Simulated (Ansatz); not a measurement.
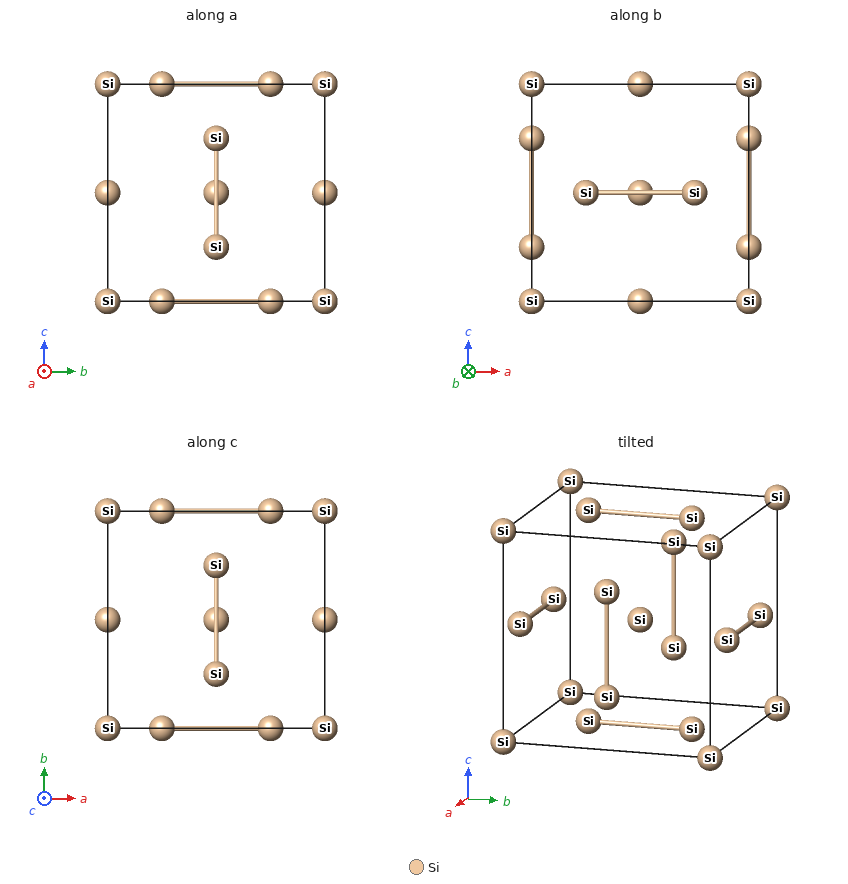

View along the a axis, along the b axis, along the c axis and slightly off an axis, drawn as a ball-and-stick model. One conventional unit cell is framed, with atoms on its boundary repeated.

Lattice parameters: a = 4.8515 Å, b = 4.8515 Å, c = 4.8515 Å, α = 90.000°, β = 90.000°, γ = 90.000°.

Question: Reconstruct the structure as a CIF in P1 with every atom of the cell.

Answer:
```cif
data_structure
_symmetry_space_group_name_H-M 'P 1'
_symmetry_Int_Tables_number 1
_cell_length_a 4.8515
_cell_length_b 4.8515
_cell_length_c 4.8515
_cell_angle_alpha 90.000
_cell_angle_beta 90.000
_cell_angle_gamma 90.000
_cell_volume 114.19
loop_
_atom_site_label
_atom_site_type_symbol
_atom_site_fract_x
_atom_site_fract_y
_atom_site_fract_z
_atom_site_occupancy
Si1 Si 0.0000 0.0000 0.0000 1
Si2 Si 0.5000 0.5000 0.5000 1
Si3 Si 0.2500 0.0000 0.5000 1
Si4 Si 0.7500 0.0000 0.5000 1
Si5 Si 0.5000 0.2500 0.0000 1
Si6 Si 0.5000 0.7500 0.0000 1
Si7 Si 0.0000 0.5000 0.2500 1
Si8 Si 0.0000 0.5000 0.7500 1
```

Starting structure: a structure type filled with this element by a generator (whether the element takes this form wasn't checked). The geometry was optimised with DFT, LDA (PW92), plane waves (420 eV) with PAW, scalar-relativistic in Ansatz.
